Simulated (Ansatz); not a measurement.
# Geometry relaxation, with input and output: Ta$_{16}$HN$_{16}$ (part 3 of 3)

The same run, continued: Ta$_{16}$HN$_{16}$ (defect cell, 33 atoms in the cell); DFT PBEsol, scalar-relativistic, plane waves, PAW, no spin polarisation (Ansatz 0.2.0); cutoff 420 eV, 5×5×5 k-mesh, Gaussian smearing of 0.1 eV. The structure derives from an entry of the Crystallography Open Database. It belongs to a series of runs on one base structure; here: H interstitial, charge +0, atoms relaxed at the host's cell.

Output, continued
```
--- Relaxed structure (5 steps of the walk, 5 accepted, 0 SCFs on fresh bases) ---
  F+E_penalty+E_count = -163009.89791969 eV   max|allowed force component| = 4.169e-3 eV/Å
  atoms:
    - { symbol: Ta, position: [0.50023592648743, 0.499712343212601, 0.0012569112998140144] }
    - { symbol: Ta, position: [0.6263605985137041, 0.8766394816109868, 0.0003252311283339738] }
    - { symbol: Ta, position: [0.12484054905532088, 0.37512353690068784, 0.0011405504860871642] }
    - { symbol: Ta, position: [0.2494407762549018, 0.7505464375952671, 0.0012609692642285102] }
    - { symbol: Ta, position: [0.3737908490487309, 0.12688301803075794, -0.0011899946451981486] }
    - { symbol: Ta, position: [0.7498708680041355, 0.25088022183109016, 0.00267739993167872] }
    - { symbol: Ta, position: [0.8766036678384219, 0.6240767770864544, -0.0011843602253507732] }
    - { symbol: Ta, position: [0.0005843280538985812, 0.00013557707358669772, 0.0026743240651409777] }
    - { symbol: Ta, position: [0.2514994636469941, 0.25215315518446274, 0.5013889916799218] }
    - { symbol: Ta, position: [0.3740069013245624, 0.6242917270468131, 0.49977804744078513] }
    - { symbol: Ta, position: [0.878057662753899, 0.1283339233700108, 0.5022205937159173] }
    - { symbol: Ta, position: [0.0018509315849250252, 0.5017665777820184, 0.50138238555753] }
    - { symbol: Ta, position: [0.12268487317861093, 0.8737990263647532, 0.49869894558274946] }
    - { symbol: Ta, position: [0.4990254233403454, 0.002528771618491854, 0.5034212719561717] }
    - { symbol: Ta, position: [0.623516685594381, 0.3729688721568101, 0.4987009831184005] }
    - { symbol: Ta, position: [0.7522431447912366, 0.7493193482627871, 0.5034179164623008] }
    - { symbol: N, position: [0.5834744429304972, 0.3336129890056914, 0.7515742412632997] }
    - { symbol: N, position: [0.7093071163745038, 0.7077305320065953, 0.7503915220807477] }
    - { symbol: N, position: [0.2069204145407979, 0.20994597428908068, 0.7494675819041372] }
    - { symbol: N, position: [0.334923305616703, 0.585210280901376, 0.7519374464680354] }
    - { symbol: N, position: [0.45745495007480574, 0.9595920334022212, 0.7503980895619518] }
    - { symbol: N, position: [0.8379639151189571, 0.08823993439368383, 0.7615921707513814] }
    - { symbol: N, position: [0.959661442175519, 0.4571997294966289, 0.7494656357586698] }
    - { symbol: N, position: [0.08332321090227784, 0.8337543932988986, 0.7515618611627292] }
    - { symbol: N, position: [0.16828819210708607, 0.9172201052806285, 0.25225817966377384] }
    - { symbol: N, position: [0.29031136361530574, 0.29149523291903395, 0.24964300663215255] }
    - { symbol: N, position: [0.7939342571311092, 0.7863300754030674, 0.24135638714364502] }
    - { symbol: N, position: [0.917222186929821, 0.16750232653088495, 0.25187475829377015] }
    - { symbol: N, position: [0.041215448716653544, 0.5405975858940198, 0.24965034082226478] }
    - { symbol: N, position: [0.40871374315781417, 0.659001889763712, 0.24418621185111936] }
    - { symbol: N, position: [0.5360542488617193, 0.044212432724607634, 0.24135792973387604] }
    - { symbol: N, position: [0.6669290188838591, 0.4185633827276071, 0.2522474047151745] }
    - { symbol: H, position: [0.6540272343910727, 0.904311753334686, 0.39131576537476204] }
```

Trajectory as extended XYZ (Å, eV, eV/Å), 3 of the 5 frames kept, from step=1 to step=5
```
33
Lattice="-7.2237 -2.5024 0.0000 -1.4447 7.5071 0.0000 4.3342 -2.5024 -5.8608" Properties=species:S:1:pos:R:3:forces:R:3 step=1 energy=-163008.38582
Ta   -4.3342    2.5024    0.0000    0.0926   0.0113   0.1196
Ta   -5.7789    5.0047    0.0000   -0.1032   0.0173   0.1904
Ta   -1.4447    2.5024    0.0000    0.1452   0.0084   0.1486
Ta   -2.8895    5.0047    0.0000    0.0764  -0.0447   0.1020
Ta   -2.8895    0.0000    0.0000   -0.0060  -0.0342   0.0908
Ta   -5.7789    0.0000    0.0000   -0.1237   0.0517   0.2823
Ta   -7.2237    2.5024    0.0000    0.1204  -0.0648   0.1002
Ta    0.0000    0.0000    0.0000   -0.0870   0.0605   0.3762
Ta    0.0000    0.0000   -2.9304   -0.2166   0.2072  -0.0402
Ta   -1.4447    2.5024   -2.9304    0.4472  -0.1534  -0.1835
Ta   -4.3799   -2.5391   -2.8592   -0.6291   1.0913  -3.8750
Ta    1.4447    2.5024   -2.9304   -0.1415  -0.0399  -0.0595
Ta    0.0000    5.0047   -2.9304    0.1933  -0.2027  -0.2456
Ta   -1.3742   -2.4658   -2.8853   -0.6672  -0.3274  -2.3364
Ta   -2.8895    0.0000   -2.9304   -0.0185  -0.1159  -0.2529
Ta   -4.3212    2.4700   -2.8738    0.1055   0.3520  -2.2220
N    -1.4447   -0.8341   -4.3956    0.1463   0.0955  -0.1622
N    -2.8895    1.6682   -4.3956    0.0215  -0.0395   0.0483
N     1.4447   -0.8341   -4.3956   -0.1817  -0.1385  -0.3140
N     0.0000    1.6682   -4.3956    0.0110   0.0017  -0.0346
N    -1.4447    4.1706   -4.3956    0.0430   0.0109  -0.0427
N    -2.8895   -3.3365   -4.3956   -0.0412  -0.0083  -0.5354
N    -4.3342   -0.8341   -4.3956   -0.0609   0.0923  -0.1453
N     1.4447    4.1706   -4.3956    0.0816  -0.1004   0.0823
N    -1.4447    5.8388   -1.4652    0.1570   0.1246   0.2396
N    -1.4447    0.8341   -1.4652   -0.0525  -0.0359   0.0413
N    -5.7586    3.3882   -1.5768   -1.1573  -1.8278   3.0928
N    -5.7789   -1.6682   -1.4652   -0.1551   0.0115   0.1272
N     0.0000    3.3365   -1.4652    0.1163   0.0077   0.0514
N    -2.8248    3.3754   -1.5707   -0.0178  -0.8867   2.4049
N    -2.9718   -1.7672   -1.6109    1.4852   2.6235   3.3232
N    -4.3342    0.8341   -1.4652    0.0597  -0.0802   0.0891
H    -4.3266    4.2460   -2.1909    0.3570  -0.6673  -0.4610
33
Lattice="-7.2237 -2.5024 0.0000 -1.4447 7.5071 0.0000 4.3342 -2.5024 -5.8608" Properties=species:S:1:pos:R:3:forces:R:3 step=3 energy=-163009.89112
Ta   -4.3264    2.4981   -0.0081   -0.0506  -0.0393  -0.0332
Ta   -5.7911    5.0123    0.0001   -0.0015   0.0164  -0.0999
Ta   -1.4387    2.4990   -0.0054   -0.0181   0.0498  -0.0633
Ta   -2.8799    5.0082   -0.0077    0.0053  -0.0178  -0.0338
Ta   -2.8887    0.0178    0.0078   -0.0159  -0.0001  -0.0610
Ta   -5.7673    0.0014   -0.0156   -0.0191  -0.0320  -0.0321
Ta   -7.2386    2.4955    0.0068    0.0204   0.0017  -0.0472
Ta    0.0077   -0.0079   -0.0159   -0.0057   0.0239  -0.0293
Ta   -0.0097    0.0107   -2.9409    0.0331  -0.0514   0.0472
Ta   -1.4332    2.4959   -2.9314   -0.0674   0.0778   0.0810
Ta   -4.3510   -2.4930   -2.9460    0.0546   0.0026   0.0529
Ta    1.4364    2.5091   -2.9398   -0.0017  -0.0203   0.0379
Ta    0.0095    5.0017   -2.9241    0.0497   0.0413   0.0376
Ta   -1.4268   -2.4879   -2.9539   -0.0779  -0.0722   0.0829
Ta   -2.8812   -0.0058   -2.9249   -0.0034  -0.0456   0.0599
Ta   -4.3345    2.4843   -2.9533   -0.0096   0.0758   0.0794
N    -1.4407   -0.8353   -4.4053    0.0234  -0.0021  -0.0325
N    -2.8936    1.6611   -4.3949    0.0050  -0.0009  -0.0554
N     1.4481   -0.8242   -4.3931    0.0160   0.0827   0.0008
N    -0.0030    1.6737   -4.4070   -0.0107  -0.0040  -0.0208
N    -1.4405    4.1775   -4.3954    0.0137   0.0308  -0.0467
N    -2.8835   -3.3392   -4.4590    0.0418  -0.0089  -0.0249
N    -4.3400   -0.8398   -4.3923   -0.0571  -0.0584  -0.0198
N     1.4508    4.1722   -4.4034    0.0006  -0.0340  -0.0337
N    -1.4469    5.8340   -1.4800   -0.0142  -0.0027   0.0039
N    -1.4381    0.8360   -1.4632    0.0253   0.0018   0.0155
N    -5.8238    3.3151   -1.4221   -0.0299  -0.0424   0.0968
N    -5.7784   -1.6674   -1.4813    0.0261  -0.0044   0.0668
N     0.0029    3.3308   -1.4631    0.0161  -0.0047   0.0108
N    -2.8463    3.3157   -1.4368    0.0368  -0.0355   0.0698
N    -2.8937   -1.6178   -1.4206    0.0340   0.0678   0.0801
N    -4.3269    0.8420   -1.4780   -0.0273   0.0058  -0.0065
H    -4.3344    4.1735   -2.2624    0.0082  -0.0013  -0.1824
33
Lattice="-7.2237 -2.5024 0.0000 -1.4447 7.5071 0.0000 4.3342 -2.5024 -5.8608" Properties=species:S:1:pos:R:3:forces:R:3 step=5 energy=-163009.89792
Ta   -4.3300    2.4965   -0.0074   -0.0026   0.0009  -0.0010
Ta   -5.7897    5.0128   -0.0019    0.0040  -0.0020  -0.0012
Ta   -1.4388    2.5008   -0.0067    0.0009  -0.0003  -0.0001
Ta   -2.8807    5.0070   -0.0074   -0.0004  -0.0006  -0.0002
Ta   -2.8886    0.0201    0.0070   -0.0010   0.0002  -0.0009
Ta   -5.7677    0.0002   -0.0157    0.0009   0.0010  -0.0017
Ta   -7.2390    2.4944    0.0069   -0.0006   0.0006  -0.0002
Ta    0.0072   -0.0071   -0.0157   -0.0020   0.0000  -0.0021
Ta   -0.0079    0.0089   -2.9385    0.0015  -0.0010   0.0023
Ta   -1.4375    2.5001   -2.9291   -0.0017   0.0010   0.0001
Ta   -4.3515   -2.4905   -2.9434   -0.0026   0.0021  -0.0010
Ta    1.4348    2.5075   -2.9385    0.0000  -0.0001   0.0015
Ta    0.0128    5.0047   -2.9228    0.0017  -0.0008   0.0007
Ta   -1.4265   -2.4895   -2.9504   -0.0026  -0.0005  -0.0013
Ta   -2.8814   -0.0083   -2.9228    0.0014  -0.0013   0.0011
Ta   -4.3346    2.4831   -2.9504   -0.0010   0.0009  -0.0013
N    -1.4393   -0.8363   -4.4048   -0.0005   0.0004   0.0013
N    -2.8939    1.6603   -4.3979   -0.0002  -0.0002  -0.0009
N     1.4503   -0.8171   -4.3925    0.0008   0.0006   0.0004
N    -0.0058    1.6735   -4.4070    0.0006  -0.0004   0.0010
N    -1.4385    4.1812   -4.3979    0.0003   0.0006  -0.0006
N    -2.8798   -3.3402   -4.4635    0.0014  -0.0004  -0.0042
N    -4.3445   -0.8446   -4.3925   -0.0002  -0.0008   0.0001
N     1.4510    4.1699   -4.4048   -0.0005  -0.0001   0.0009
N    -1.4475    5.8333   -1.4784    0.0018   0.0011   0.0019
N    -1.4362    0.8371   -1.4631   -0.0002  -0.0008  -0.0009
N    -5.8251    3.3124   -1.4145    0.0012   0.0008   0.0005
N    -5.7760   -1.6680   -1.4762   -0.0009   0.0006   0.0011
N     0.0033    3.3304   -1.4631    0.0006   0.0007  -0.0006
N    -2.8461    3.3134   -1.4311   -0.0011   0.0006   0.0018
N    -2.8901   -1.6135   -1.4145   -0.0001  -0.0004   0.0005
N    -4.3291    0.8421   -1.4784   -0.0001  -0.0020   0.0014
H    -4.3349    4.1729   -2.2934    0.0012  -0.0003   0.0014
```

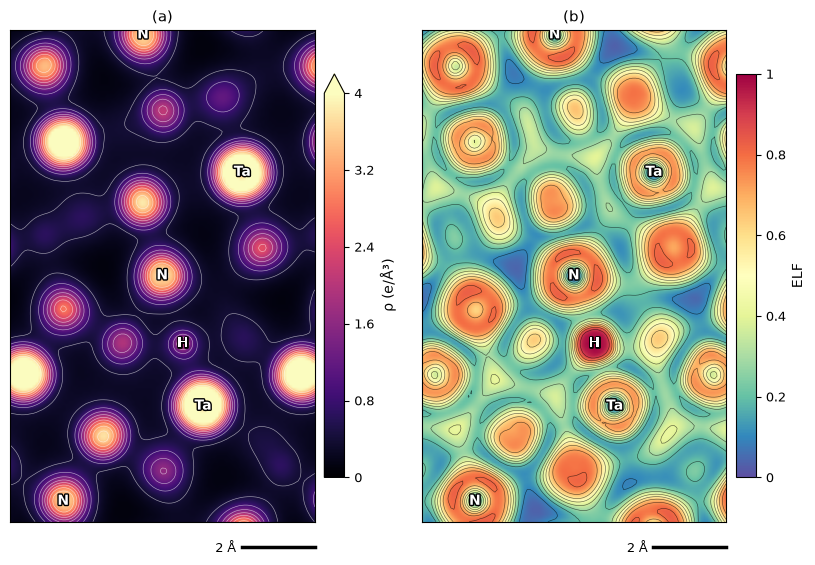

**Figure 1.** (a) valence charge density (pseudo); (b) electron localisation function on the (011) plane of the calculation cell. The section cuts through Ta, N and H sites. Ta–H (1.81 Å): ρ is about 1.1 e/Å³ halfway, with its minimum of 0.62 e/Å³ about 1.2 Å from Ta; the ELF climbs to about 1 towards the hydrogen, as it does in any bond to H. Away from the nuclei the density in this plane falls to 0.09 e/Å³ at its lowest. The strong features right at Ta lie inside the PAW spheres (semicore, d or f shells) and say nothing about bonding. In a PAW calculation such maps are meaningful between the atoms, not at the nuclei.

Key numbers

```json
{"quantity": "outcome", "value": "converged"}
{"quantity": "electrons treated", "value": "289"}
{"quantity": "free energy", "value": "−163009.8979 eV"}
{"quantity": "Fermi energy", "value": "20.581 eV"}
{"quantity": "gap on the k-point mesh", "value": "none (metallic)"}
{"quantity": "final volume", "value": "339.01 Å³"}
{"quantity": "largest force (length of the vector) at the end", "value": "0.005 eV/Å"}
{"quantity": "wall time", "value": "6 min (CPU time 24 min)"}
{"quantity": "peak memory", "value": "3.5 GiB"}
```

Spin–orbit coupling is left out, which matters for Ta. The cell holds an odd number of electrons but the run has no spin polarisation, so a band is left half filled.
